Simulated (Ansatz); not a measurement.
Structure (in its standard cell), the geometry relaxed with Ansatz, DFT, PBEsol, plane waves (420 eV) with PAW, scalar-relativistic; the starting structure was generated, so it need not be a known form of this composition:

```yaml
crystal:
  lattice:
    - [4.31929, 0.00000, 0.00000]
    - [0.00000, 4.31929, 0.00000]
    - [0.00000, 0.00000, 4.31929]
  atoms:
    - { symbol: Li, position: [0.00000, 0.00000, 0.00000] }
    - { symbol: Li, position: [0.00000, 0.50000, 0.50000] }
    - { symbol: Li, position: [0.50000, 0.00000, 0.50000] }
    - { symbol: Li, position: [0.50000, 0.50000, 0.00000] }
```

Predict the [110] zone-axis pattern (120 kV, kinematic, B = 1 Å²).

The spots form a centred rectangular net with both shortest vectors at d = 2.49 Å, 70.5° apart. They are -1 1 -1 and -1 1 1. The pattern has symmetry 2mm. The lattice centring (F) removes all reflections that break h + k = 2n, h + l = 2n.

Strongest reflections with d > 0.80 Å, one of each family (|F|² from tabulated Gaussian fits of the electron scattering factors, times a small damping for the curvature of the Ewald sphere):

```csv
hkl,d (Å),I (strongest = 100)
1 -1 1,2.494,100
0 0 2,2.160,61
2 -2 0,1.527,19
1 -1 3,1.302,11
2 -2 2,1.247,9
0 0 4,1.080,5
```

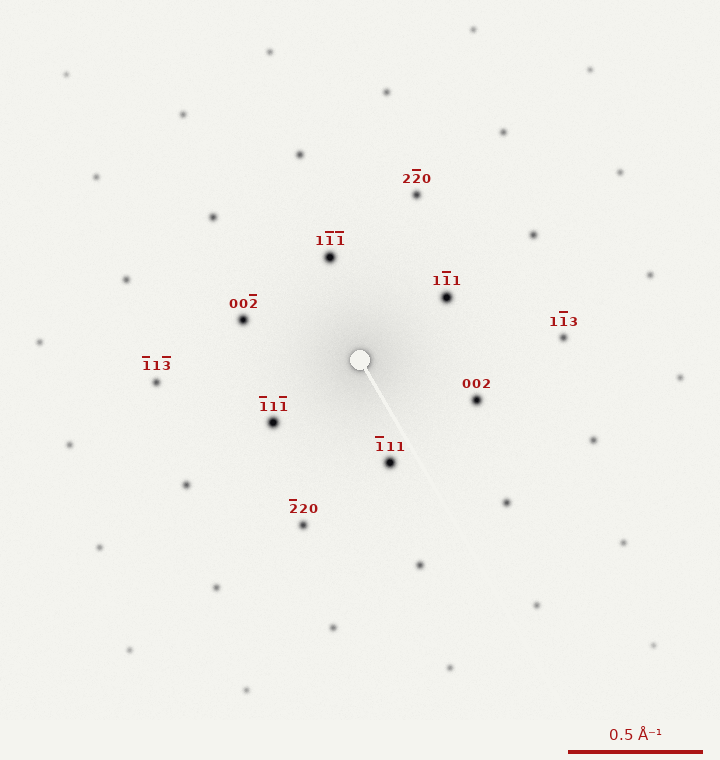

Calculated pattern, seen from the source side with [110] pointing towards the source.
